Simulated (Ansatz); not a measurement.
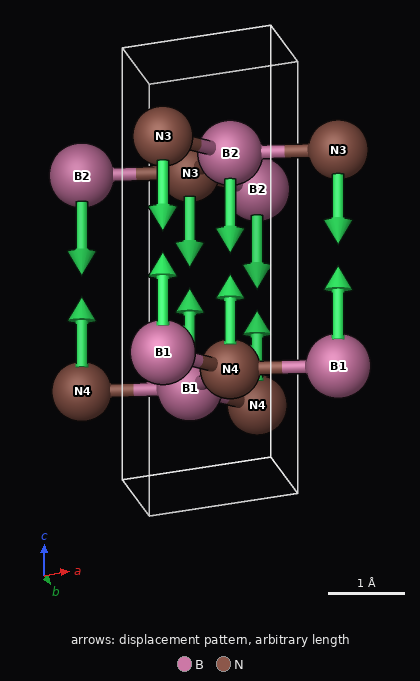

Normal modes of solid BN relaxed at 8 GPa, space group P6₃/mmc (No. 194), at the zone centre. The optical levels lie at 87 (×2), 215, 672, 782, 1392 (×4) cm⁻¹. One mode is drawn. The green arrows give the relative displacements of the atoms. Style: ball-and-stick. Shown: the cell of the calculation, from a free direction.

All numbers below come from Ansatz, DFT PBEsol, scalar-relativistic, plane waves, PAW. Set-up: plane-wave cutoff 420 eV; k-point mesh 12 × 12 × 4; occupations fixed; target pressure 8 GPa; no spin polarisation.

Frequencies are those without the non-analytic (LO–TO) term.

**To which level does it belong?**

The level at 215 cm⁻¹. This is the B₁g mode, optical level 2 of 5, counted from below, silent by symmetry (neither infrared- nor Raman-active). All motion is along c; whole layers move rigidly against one another; the kinetic energy is shared as N 54 %, B 46 %.
